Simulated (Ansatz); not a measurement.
System: Mn, space group Im-3m (No. 229) (one of a set of cubic test structures, which need not be the stable phase).

One of the inputs:
```
crystal:
  lattice:
    - [-1.3919029982, 1.3919029982, 1.3919029982]
    - [1.3919029982, -1.3919029982, 1.3919029982]
    - [1.3919029982, 1.3919029982, -1.3919029982]
  atoms:
    - { symbol: Mn, position: [0, 0, 0] }
kpoints:
  mp_grid: { grid: [55, 55, 55] }
hamiltonian:
  xc: pbe
  pseudopotentials: { kind: paw }
scf:
  occupations: { method: fermi_dirac, width: 0.061225619053 }
output:
  forces: true
  stress: true
```

Launched with:
```bash
ansatz run input.yaml --threads 2
```

Computed with Ansatz 0.2.0 development build: equation of state of a cubic crystal from periodic Kohn-Sham density functional theory without spin, third-order Birch-Murnaghan fit to the free energies; pressure corrected for the finite basis. Level: PBE.

```
                setting                   value
         structure type                     bcc
          atoms in cell                       1
     space group number                     229
       lattice centring  body-centred primitive
                 k mesh                55×55×55
      occupation method             Fermi–Dirac
       occupation width              0.06123 eV
            wave cutoff                  420 eV
               datasets              soft-1 PAW
      density tolerance                1e-07 eV
                  bands                      12
   density cutoff ratio                       4
search for lower states                 default
```

What does the calculation give for the energy above the lowest point and pressure against volume? The volume takes the values 10.14, 10.36, 10.57, 10.79, 11.00, 11.22, 11.43 Å³/atom.

A third-order Birch–Murnaghan fit gives V0 = 10.78 Å³/atom, B0 = 278 GPa and B′ = 4.5. The energy above the lowest point is 37.4 meV/atom at volume 10.14 Å³/atom and 30.5 meV/atom at 11.43 Å³/atom; the lowest computed point is at volume 10.79 Å³/atom (0.0 meV/atom), and no other minimum shows. The pressure falls from 19.7 GPa at volume 10.14 Å³/atom to −14.3 GPa at 11.43 Å³/atom, and changes sign near 10.78 Å³/atom.

| volume (Å³/atom) | energy above the lowest point (meV/atom) | pressure (GPa) |
| --- | --- | --- |
| 10.14 | 37.4 | 19.7 |
| 10.36 | 15.9 | 12.4 |
| 10.57 | 3.8 | 5.8 |
| 10.79 | 0.0 | −0.1 |
| 11.00 | 3.7 | −5.3 |
| 11.22 | 14.1 | −10.0 |
| 11.43 | 30.5 | −14.3 |

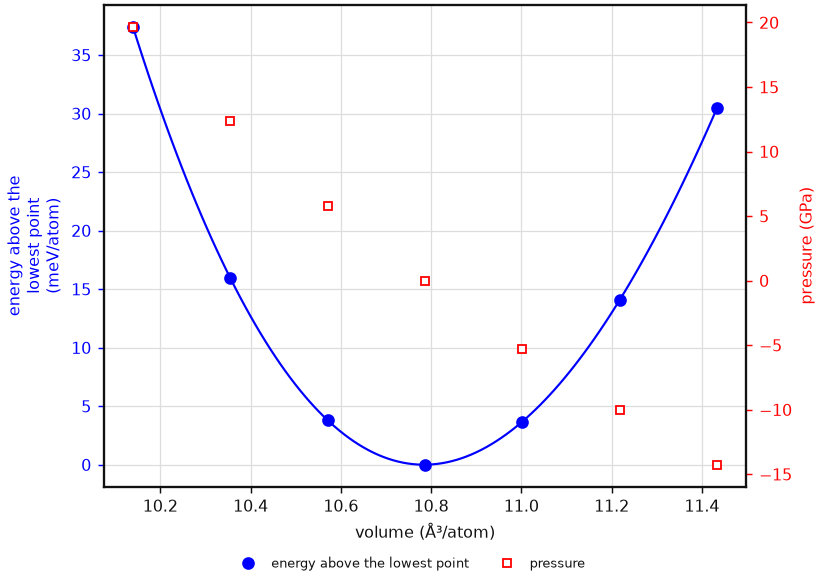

Limits of the calculation: cubic model structure, not the ambient form; no spin polarisation, a magnetic state may lie lower.
